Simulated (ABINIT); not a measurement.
Run report: Ti, workfunction calculation (part 2 of 2)

Ti (slab, 6 atoms in the cell); Kohn-Sham DFT of a periodic cell, PBE, JTH PAW PBE v2.0, no spin polarisation (ABINIT 10.8.3); cutoff 408.17 eV, 9×9×1 k-mesh, fermi-dirac of 0.05 eV. The structure derives from an entry of the Crystallography Open Database. The run did not end well. The settings are looser than a standard set-up, so the numbers are not reference values.

Geometry of the input (Å; fractional positions):
```
2.8709  0.0000  0.0000
0.0000  2.8709  0.0000
0.0000  0.0000  25.1500
Ti 0.5000  0.5000  -134658.7060
Ti 0.0000  0.0000  37945.1938
Ti 0.5000  0.5000  198307.0735
Ti 0.0000  0.0000  -198306.0735
Ti 0.5000  0.5000  -37944.1938
Ti 0.0000  0.0000  134659.7060
```

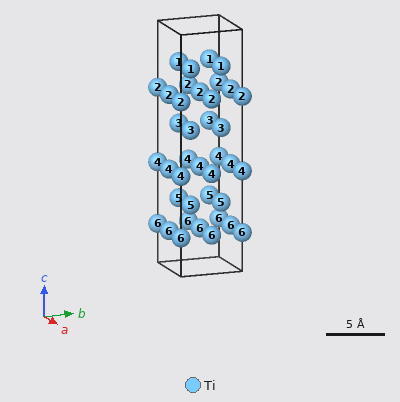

Figure 1. The structure (spheres-only view of the 2 × 2 repeat of the cell, with the vacuum cut short, seen slightly off an axis; atoms are numbered from 1 in the order of the input). An atom can appear more than once, as a periodic image.

The program's output, continued:
```
  3.86E+01 5.01E+01 3.70E+01 5.81E+01 4.48E+01 3.44E+01 3.99E+01 3.97E+01
  5.37E+01 4.47E+01 4.35E+01 3.54E+01
   0.2222  0.2222  0.0000    1  6.77272E+01 kpt; spin; max resid(k); each band:
  2.01E+00 3.99E+00 1.77E+00 2.36E+00 7.91E+00 5.24E+00 4.70E+00 3.44E+00
  7.11E+00 1.54E+01 1.39E+01 1.53E+01 1.13E+01 6.03E+00 7.73E+00 1.08E+01
  2.92E+01 3.69E+01 1.76E+01 2.78E+01 1.57E+01 1.96E+01 2.89E+01 2.09E+01
  3.81E+01 3.54E+01 2.54E+01 2.92E+01 4.40E+01 3.07E+01 3.53E+01 3.97E+01
  3.72E+01 3.13E+01 4.04E+01 3.85E+01 3.52E+01 3.06E+01 3.75E+01 4.14E+01
  3.94E+01 3.76E+01 6.77E+01 4.60E+01
   0.3333  0.2222  0.0000    1  7.64760E+01 kpt; spin; max resid(k); each band:
  2.00E+00 2.00E+00 3.98E+00 2.45E+00 4.43E+00 7.69E+00 7.52E+00 6.03E+00
  1.38E+01 6.09E+00 1.23E+01 1.22E+01 8.82E+00 5.15E+00 2.17E+01 1.27E+01
  1.73E+01 1.30E+01 4.23E+01 2.01E+01 2.05E+01 2.18E+01 2.14E+01 3.36E+01
  2.17E+01 3.36E+01 2.41E+01 4.33E+01 2.25E+01 3.78E+01 3.71E+01 4.14E+01
  3.39E+01 3.57E+01 4.38E+01 4.26E+01 4.78E+01 4.11E+01 4.28E+01 5.17E+01
  4.97E+01 3.85E+01 7.65E+01 6.73E+01
   0.4444  0.2222  0.0000    1  5.72341E+01 kpt; spin; max resid(k); each band:
  1.86E+00 1.91E+00 3.88E+00 4.14E+00 2.89E+00 3.29E+00 8.50E+00 5.28E+00
  1.15E+01 6.15E+00 1.18E+01 1.35E+01 7.80E+00 1.95E+01 8.24E+00 1.80E+01
  1.50E+01 1.81E+01 2.27E+01 2.89E+01 4.08E+01 2.28E+01 2.08E+01 1.67E+01
  3.78E+01 4.93E+01 3.19E+01 3.96E+01 4.32E+01 4.11E+01 3.50E+01 3.56E+01
  3.76E+01 3.80E+01 4.31E+01 4.92E+01 4.08E+01 3.34E+01 3.57E+01 4.89E+01
  4.15E+01 4.19E+01 3.81E+01 5.72E+01
   0.3333  0.3333  0.0000    1  8.22560E+01 kpt; spin; max resid(k); each band:
  1.91E+00 1.79E+00 2.30E+00 3.92E+00 2.86E+00 4.27E+00 4.48E+00 7.93E+00
  4.96E+00 1.01E+01 1.16E+01 1.54E+01 1.83E+01 9.53E+00 2.58E+01 2.83E+01
  1.69E+01 4.53E+01 1.76E+01 2.58E+01 1.97E+01 2.96E+01 2.84E+01 3.84E+01
  2.42E+01 3.15E+01 3.40E+01 2.33E+01 4.40E+01 2.70E+01 5.42E+01 3.31E+01
  3.04E+01 4.94E+01 4.56E+01 3.89E+01 3.52E+01 3.88E+01 5.06E+01 3.83E+01
  3.93E+01 5.03E+01 8.23E+01 4.80E+01
   0.4444  0.3333  0.0000    1  6.36245E+01 kpt; spin; max resid(k); each band:
  1.87E+00 1.95E+00 2.06E+00 4.04E+00 2.94E+00 4.16E+00 4.70E+00 6.26E+00
  1.02E+01 1.14E+01 9.37E+00 1.27E+01 1.67E+01 1.55E+01 8.21E+00 1.55E+01
  1.58E+01 1.31E+01 2.91E+01 1.81E+01 3.00E+01 2.52E+01 3.08E+01 2.75E+01
  2.61E+01 3.04E+01 3.68E+01 3.83E+01 3.61E+01 3.71E+01 2.80E+01 2.83E+01
  4.14E+01 3.50E+01 4.70E+01 5.96E+01 5.66E+01 4.37E+01 5.06E+01 4.15E+01
  3.92E+01 5.21E+01 4.84E+01 6.36E+01
   0.4444  0.4444  0.0000    1  5.87895E+01 kpt; spin; max resid(k); each band:
  1.86E+00 1.87E+00 2.22E+00 2.10E+00 4.03E+00 4.53E+00 4.78E+00 4.68E+00
  8.11E+00 1.12E+01 9.80E+00 1.14E+01 2.32E+01 2.15E+01 3.31E+01 2.62E+01
  1.23E+01 2.64E+01 3.00E+01 4.89E+01 1.93E+01 2.91E+01 1.89E+01 2.84E+01
  2.59E+01 2.52E+01 3.13E+01 4.24E+01 2.67E+01 3.61E+01 3.75E+01 3.19E+01
  4.73E+01 3.55E+01 5.88E+01 4.88E+01 4.16E+01 4.93E+01 3.82E+01 4.16E+01
  4.21E+01 4.66E+01 4.13E+01 4.33E+01
 reduced coordinates (array xred) for    6 atoms
       0.500000000000      0.500000000000-134658.706041810074
       0.000000000000      0.000000000000  37945.193762980009
       0.500000000000      0.500000000000 198307.073477829952
       0.000000000000      0.000000000000-198306.073477829952
       0.500000000000      0.500000000000 -37944.193762980009
       0.000000000000      0.000000000000 134659.706041810074
 rms dE/dt=  2.6488E+05; max dE/dt=  6.6536E+05; dE/dt below (all hartree)
    1      -0.000000000000     -0.000000000000  -7265.870321711839
    2      -0.000000000000     -0.000000000000-665362.410259142169
    3      -0.000000000000     -0.000000000000-434402.291893767077
    4       0.000000000000      0.000000000000 434402.291893767077
    5       0.000000000000      0.000000000000 665362.410259142285
    6       0.000000000000      0.000000000000   7265.870321711839

 cartesian coordinates (angstrom) at end:
    1          1.43542676500000         1.43542676500000  -3386666.45964469714090
    2          0.00000000000000         0.00000000000000    954321.62389785097912
    3          1.43542676500000         1.43542676500000   4987422.90193356387317
    4          0.00000000000000         0.00000000000000  -4987397.75193354487419
    5          1.43542676500000         1.43542676500000   -954296.47389783116523
    6          0.00000000000000         0.00000000000000   3386691.60964471753687

 cartesian forces (hartree/bohr) at end:
    1     -0.00000000000000    -0.00000000000000   152.88003920319335
    2     -0.00000000000000    -0.00000000000000 13999.78624181986925
    3      0.00000000000000     0.00000000000000  9140.19057238411006
    4     -0.00000000000000    -0.00000000000000 -9140.19057238411006
    5         -0.00000000000000        -0.00000000000000    -13999.78624181987288
    6     -0.00000000000000    -0.00000000000000  -152.88003920319289
 frms,max,avg= 5.5733540E+03 1.3999786E+04   0.000E+00  0.000E+00 -2.368E-13 h/b

 cartesian forces (eV/Angstrom) at end:
    1     -0.00000000000000    -0.00000000000000  7861.40769702120360
    2         -0.00000000000000        -0.00000000000000    719897.95326920202933
    3          0.00000000000000         0.00000000000000    470007.49667835107539
    4         -0.00000000000000        -0.00000000000000   -470007.49667835107539
    5         -0.00000000000000        -0.00000000000000   -719897.95326920226216
    6     -0.00000000000000    -0.00000000000000 -7861.40769702117996
 frms,max,avg= 2.8659338E+05 7.1989795E+05   0.000E+00  0.000E+00 -1.218E-11 e/A
 length scales=  1.889726125908  1.889726125908  1.889726125908 bohr
              =  1.000000000000  1.000000000000  1.000000000000 angstroms
 Fermi (or HOMO) energy (eV) =-385.72486   Average Vxc (eV)=  -7.33896
 Eigenvalues (   eV  ) for nkpt=  15  k points:
 kpt#   1, nband= 44, wtk=  0.01235, kpt=  0.0000  0.0000  0.0000 (reduced coord)
-585.51561 -566.14626 -565.68616 -564.94642 -564.58238 -552.27267 -546.25540 -542.90102
-541.34887 -537.24418 -530.96079 -529.89432 -528.50727 -527.79165 -516.72063 -500.73501
-499.40290 -495.89871 -491.66586 -489.71161 -487.23033 -486.96759 -484.06239 -477.15038
-454.20465 -450.96521 -442.74025 -442.29186 -441.90827 -432.44731 -425.56357 -424.18686
-416.92441 -402.87295 -390.02424 -387.43765 -380.55387 -376.72877 -366.58376 -361.32287
-342.67429 -331.75634 -323.34001 -305.86321
 kpt#   2, nband= 44, wtk=  0.04938, kpt=  0.1111  0.0000  0.0000 (reduced coord)
-584.94306 -570.56287 -566.65485 -564.96579 -560.98228 -552.73956 -549.95691 -546.72072
-536.41008 -531.78593 -528.87439 -527.74591 -523.34706 -518.21832 -513.73342 -507.40851
-497.85617 -494.76699 -491.07948 -489.99223 -486.80069 -481.86015 -477.74725 -469.92556
-459.22739 -456.11200 -449.83823 -444.74809 -438.76947 -433.95467 -431.69180 -425.08262
-412.18948 -403.52010 -400.41089 -393.90342 -380.09048 -377.14054 -364.20860 -352.44437
-343.96876 -341.10029 -329.39090 -315.14779
 kpt#   3, nband= 44, wtk=  0.04938, kpt=  0.2222  0.0000  0.0000 (reduced coord)
-584.51711 -574.46595 -565.78429 -563.47773 -555.25895 -553.73270 -552.20289 -550.87930
-540.94440 -530.28295 -528.98981 -524.47525 -520.66580 -517.14407 -514.31047 -512.04823
-509.96552 -501.67315 -500.42972 -488.83422 -485.67286 -480.18531 -476.38035 -472.26720
-470.64622 -464.15766 -459.64974 -451.89876 -442.59240 -438.58020 -427.44303 -418.67731
-411.48393 -407.20362 -398.23735 -390.35644 -384.92718 -378.52965 -366.43039 -357.14293
-354.98437 -339.95726 -325.31875 -306.42659
 kpt#   4, nband= 44, wtk=  0.04938, kpt=  0.3333  0.0000  0.0000 (reduced coord)
-583.53010 -577.15196 -564.12766 -563.82950 -557.87481 -556.53930 -549.94909 -548.89907
-543.45402 -528.37882 -527.45136 -522.04732 -520.72411 -517.35879 -516.84366 -513.39274
-511.00046 -504.57327 -499.45465 -488.10165 -485.75645 -478.50162 -474.23171 -469.80263
-464.09062 -458.68244 -447.50513 -440.07055 -433.05316 -428.88205 -428.41926 -417.85252
-412.22995 -405.84547 -393.12918 -387.89203 -381.17783 -375.87955 -360.10949 -351.03652
-345.11135 -337.52016 -325.48925 -314.15666
 kpt#   5, nband= 44, wtk=  0.04938, kpt=  0.4444  0.0000  0.0000 (reduced coord)
-582.11626 -580.03405 -562.52988 -561.93322 -560.46502 -559.67364 -548.93890 -547.31790
-541.00571 -528.65515 -526.21657 -525.92229 -522.77531 -520.98074 -515.09396 -510.73095
-508.79470 -499.38363 -491.97470 -488.21881 -484.80716 -482.24783 -479.63087 -477.27850
-472.57416 -468.57398 -448.80400 -440.73337 -438.02295 -436.21431 -433.06482 -421.29158
-415.80032 -406.28085 -403.28295 -392.54085 -380.25883 -369.55248 -364.14418 -352.62659
-340.91174 -331.21387 -324.03893 -298.63942
 kpt#   6, nband= 44, wtk=  0.04938, kpt=  0.1111  0.1111  0.0000 (reduced coord)
-584.82320 -570.47890 -569.82755 -561.16470 -560.17959 -553.72357 -551.78015 -542.01572
-537.28567 -535.01155 -531.86625 -526.18014 -524.55213 -520.55205 -515.11029 -510.11676
-499.12658 -494.52902 -491.15912 -488.01704 -482.67036 -477.64340 -473.36592 -468.59358
-461.87432 -453.09630 -449.28619 -445.71861 -441.98191 -433.90357 -428.24466 -420.69423
-416.41383 -410.19856 -402.11745 -387.57043 -379.31099 -368.39252 -359.03712 -352.46129
-339.24249 -328.54568 -313.03602 -298.81250
 kpt#   7, nband= 44, wtk=  0.09877, kpt=  0.2222  0.1111  0.0000 (reduced coord)
-584.12259 -573.76653 -568.12113 -560.32755 -557.61162 -556.02653 -550.50554 -547.07686
-535.87005 -532.62661 -525.35531 -523.67094 -517.58190 -515.66926 -512.53991 -508.25008
-501.54932 -497.91540 -489.77753 -487.90867 -481.47528 -477.28823 -472.87707 -471.03122
-467.94786 -456.86549 -452.03065 -442.90639 -439.63329 -425.43463 -419.78068 -416.18681
-413.32569 -404.09564 -396.30435 -385.01265 -376.32016 -370.97258 -370.25753 -349.48638
-338.63907 -330.85029 -319.16182 -306.54380
 kpt#   8, nband= 44, wtk=  0.09877, kpt=  0.3333  0.1111  0.0000 (reduced coord)
-583.00805 -577.10162 -568.94318 -561.70954 -559.41148 -551.28839 -549.42881 -546.71319
-542.94507 -531.75134 -524.00376 -521.13371 -516.55927 -514.95316 -512.01462 -509.56250
-507.33290 -503.00747 -500.74500 -490.37135 -485.24013 -477.50731 -476.46916 -474.23664
-466.20614 -460.25514 -450.23198 -445.88461 -433.76096 -428.60519 -425.06001 -419.03032
-415.47186 -404.64773 -396.80302 -381.21542 -377.42135 -369.31880 -365.40908 -353.01131
-347.20285 -327.58612 -318.09309 -294.54466
 kpt#   9, nband= 44, wtk=  0.09877, kpt=  0.4444  0.1111  0.0000 (reduced coord)
-582.09340 -579.63899 -566.43553 -564.47115 -557.76566 -555.40382 -548.96546 -546.03617
-537.87837 -532.02371 -528.31895 -525.10268 -519.82938 -515.93932 -514.25303 -512.41051
-507.41745 -501.23616 -495.94449 -491.70771 -488.89442 -486.16294 -477.13378 -474.21646
-469.91951 -465.29525 -459.00499 -450.35552 -442.50319 -436.82541 -433.47635 -425.93584
-421.29907 -417.01071 -403.03389 -392.95993 -384.63056 -380.44323 -372.50082 -360.12548
-346.90970 -338.19732 -328.81185 -319.90778
 kpt#  10, nband= 44, wtk=  0.04938, kpt=  0.2222  0.2222  0.0000 (reduced coord)
-583.82293 -573.62410 -572.70689 -561.54584 -555.25242 -554.99127 -550.16730 -541.04912
-538.91003 -537.04091 -536.11730 -525.23979 -519.52346 -516.32591 -514.72585 -508.84275
-508.22532 -499.99805 -498.38162 -494.33257 -492.22463 -482.19101 -478.33267 -468.87098
-467.82436 -461.99458 -458.29950 -451.70595 -445.69538 -439.85032 -437.28718 -427.85285
-419.49402 -407.35249 -402.74984 -397.60284 -385.92722 -375.64034 -363.89501 -357.68795
-348.85466 -342.53476 -328.06809 -303.43538
 kpt#  11, nband= 44, wtk=  0.09877, kpt=  0.3333  0.2222  0.0000 (reduced coord)
-582.46000 -576.46086 -572.43862 -564.69681 -553.48279 -550.23134 -549.18493 -545.32612
-541.49288 -537.04567 -532.20891 -527.08214 -517.66615 -515.69235 -512.16042 -507.81828
-504.71756 -500.61243 -497.19458 -489.08967 -483.90771 -479.78553 -473.62740 -470.36529
-466.51558 -461.05649 -456.79602 -453.31574 -445.48524 -439.91287 -428.40245 -420.09646
-413.58012 -399.92723 -393.52752 -388.61861 -384.10551 -377.88259 -372.98220 -360.28649
-355.70963 -337.91862 -328.01918 -315.32892
 kpt#  12, nband= 44, wtk=  0.09877, kpt=  0.4444  0.2222  0.0000 (reduced coord)
-581.13706 -578.85641 -570.07633 -566.94433 -550.68783 -548.45683 -547.72741 -544.98423
-534.61754 -532.90516 -530.64120 -523.92928 -517.49176 -511.94327 -508.93704 -506.73683
-502.81725 -500.16837 -491.67875 -486.69296 -480.27724 -479.66899 -475.62137 -470.45952
-466.40024 -459.30316 -448.58230 -446.73520 -441.35562 -434.65042 -429.79002 -421.62881
-416.73199 -410.01357 -393.63029 -385.48751 -380.12133 -369.54977 -354.68509 -345.81087
-342.51551 -332.18639 -324.11994 -307.38916
 kpt#  13, nband= 44, wtk=  0.04938, kpt=  0.3333  0.3333  0.0000 (reduced coord)
-581.51931 -575.23459 -574.74568 -567.95221 -548.96280 -546.20126 -544.37863 -541.51569
-539.14212 -535.75156 -534.19082 -526.78571 -513.93138 -512.78041 -508.31867 -507.95168
-504.95278 -501.98776 -499.38379 -497.45603 -491.74410 -487.46535 -481.13883 -472.81185
-466.69254 -464.30088 -459.11733 -454.60914 -447.93012 -442.65330 -438.69279 -427.06909
-418.80900 -411.16033 -401.46346 -394.60252 -390.22498 -378.68314 -377.39133 -361.23681
-354.74049 -345.37096 -322.39596 -314.41204
 kpt#  14, nband= 44, wtk=  0.09877, kpt=  0.4444  0.3333  0.0000 (reduced coord)
-580.09822 -578.09555 -573.96203 -570.90320 -546.48682 -545.53035 -544.90527 -539.76570
-538.51955 -536.96977 -533.08341 -524.34325 -520.01955 -511.39737 -509.36511 -505.62028
-503.51950 -502.07279 -498.80140 -495.15089 -489.75617 -479.99486 -472.75593 -471.77210
-467.94495 -462.71776 -457.38320 -448.80035 -445.54199 -436.21922 -433.37439 -427.37817
-419.46028 -412.65197 -405.90114 -399.80249 -393.82295 -373.40780 -362.44147 -359.24755
-352.42696 -346.33736 -330.37774 -312.82732
 kpt#  15, nband= 44, wtk=  0.04938, kpt=  0.4444  0.4444  0.0000 (reduced coord)
-578.47520 -576.55477 -575.51223 -574.19716 -544.77855 -542.98405 -540.91761 -539.84677
-535.83423 -533.60637 -530.28154 -527.37576 -519.98127 -514.71999 -511.29169 -510.18374
-507.59908 -503.83188 -500.70355 -495.25327 -487.02076 -483.62118 -479.75378 -477.54363
-470.95079 -468.09009 -457.72916 -456.27798 -449.84927 -440.69662 -435.47203 -431.06488
-427.05325 -415.35583 -408.05284 -402.24948 -397.10260 -386.23014 -382.73349 -368.78961
-358.78001 -349.55048 -328.70512 -324.58742
 Total charge density [el/Bohr^3]
)     Maximum=    4.2606E-01  at reduced coord.    0.0000    0.5000    0.5000
)Next maximum=    4.2606E-01  at reduced coord.    0.5000    0.0000    0.5000
)     Minimum=    6.4296E-06  at reduced coord.    0.5000    0.2000    0.1167
)Next minimum=    6.4296E-06  at reduced coord.    0.2000    0.5000    0.1167
   Integrated=    7.2000E+01

--- !EnergyTerms
iteration_state     : {dtset: 1, }
comment             : Components of total free energy in Hartree
kinetic             :  1.07777224787740E+02
hartree             :  1.14421907424813E+03
xc                  : -4.54939447105924E+01
Ewald energy        :  1.31226019418582E+02
psp_core            :  7.87392287519610E+00
local_psp           : -1.35007944595774E+03
PAW spherical_terms :  1.46852242861895E+01
internal            :  1.02080749475053E+01
'-kT*entropy'       : -3.38004999259861E-05
total_energy        :  1.02080411470054E+01
total_energy_eV     :  2.77774950466031E+02
...

--- !EnergyTermsDC
iteration_state     : {dtset: 1, }
comment             : '"Double-counting" decomposition of free energy'
band_energy         : -1.30524259150987E+03
Ewald energy        :  1.31226019418582E+02
psp_core            :  7.87392287519610E+00
xc_dc               : -1.13416289096148E+03
PAW spherical_terms :  1.42613347359079E+00
internal            : -2.29887940670399E+03
'-kT*entropy'       : -3.38004999259861E-05
total_energy_dc     : -2.29887944050449E+03
total_energy_dc_eV  : -6.25556963885123E+04
...

--- !EnergyTermsWithPAWCore
iteration_state     : {dtset: 1, }
comment             : 'Components of total free energy, including PAW core contributions'
Total energy        : -4.76075218659995E+03
Total energy DC     : -7.06983966825144E+03
Total energy (eV)   : -1.29546666570970E+05
Total energy DC (eV): -1.92380137909948E+05
...

 Cartesian components of stress tensor (hartree/bohr^3)
  sigma(1 1)= -2.50059423E+00  sigma(3 2)=  0.00000000E+00
  sigma(2 2)= -2.50059423E+00  sigma(3 1)=  0.00000000E+00
  sigma(3 3)=  5.42589426E+00  sigma(2 1)=  0.00000000E+00

-Cartesian components of stress tensor (GPa)         [Pressure= -4.1651E+03 GPa]
- sigma(1 1)= -7.35700222E+04  sigma(3 2)=  0.00000000E+00
- sigma(2 2)= -7.35700222E+04  sigma(3 1)=  0.00000000E+00
- sigma(3 3)=  1.59635320E+05  sigma(2 1)=  0.00000000E+00

== END DATASET(S) ==============================================================
================================================================================

 -outvars: echo values of variables after computation  --------
            acell      1.8897261259E+00  1.8897261259E+00  1.8897261259E+00 Bohr
           etotal     -2.2988794405E+03
            fcart     -2.5513668385E-23 -2.5513668385E-23  1.5288003920E+02
                      -2.4903779898E-23 -2.4903779898E-23  1.3999786242E+04
                       1.3000789588E-22  1.3000789588E-22  9.1401905724E+03
                      -2.6123556873E-23 -2.6123556873E-23 -9.1401905724E+03
                      -2.6733445360E-23 -2.6771563390E-23 -1.3999786242E+04
                      -2.6733445360E-23 -2.6695327329E-23 -1.5288003920E+02
            rprim      2.8708535300E+00  0.0000000000E+00  0.0000000000E+00
                       0.0000000000E+00  2.8708535300E+00  0.0000000000E+00
                       0.0000000000E+00  0.0000000000E+00  2.5150000020E+01
           strten     -2.5005942281E+00 -2.5005942281E+00  5.4258942581E+00
                       0.0000000000E+00  0.0000000000E+00  0.0000000000E+00
           xangst      1.4354267650E+00  1.4354267650E+00 -3.3866664596E+06
                       0.0000000000E+00  0.0000000000E+00  9.5432162390E+05
                       1.4354267650E+00  1.4354267650E+00  4.9874229019E+06
                       0.0000000000E+00  0.0000000000E+00 -4.9873977519E+06
                       1.4354267650E+00  1.4354267650E+00 -9.5429647390E+05
                       0.0000000000E+00  0.0000000000E+00  3.3866916096E+06
             xred      5.0000000000E-01  5.0000000000E-01 -1.3465870604E+05
                       0.0000000000E+00  0.0000000000E+00  3.7945193763E+04
                       5.0000000000E-01  5.0000000000E-01  1.9830707348E+05
                       0.0000000000E+00  0.0000000000E+00 -1.9830607348E+05
                       5.0000000000E-01  5.0000000000E-01 -3.7944193763E+04
                       0.0000000000E+00  0.0000000000E+00  1.3465970604E+05
 Calculation completed.
```

Outcome:

```json
{"quantity": "outcome", "value": "not converged"}
{"quantity": "electrons treated", "value": "72"}
{"quantity": "free energy", "value": "−62555.6964 eV"}
{"quantity": "work function", "value": "−216.34 eV"}
{"quantity": "Fermi energy", "value": "−385.725 eV"}
{"quantity": "gap on the k-point mesh", "value": "none (metallic)"}
{"quantity": "largest force (length of the vector)", "value": "719897.953 eV/Å"}
{"quantity": "wall time", "value": "4.9 min (CPU time 20 min)"}
{"quantity": "peak memory", "value": "0.6 GiB"}
```

The run did not converge. Its last values are not results. Notes on the run: was not enough SCF cycles. Points of doubt noted for this run: absurd pressure.
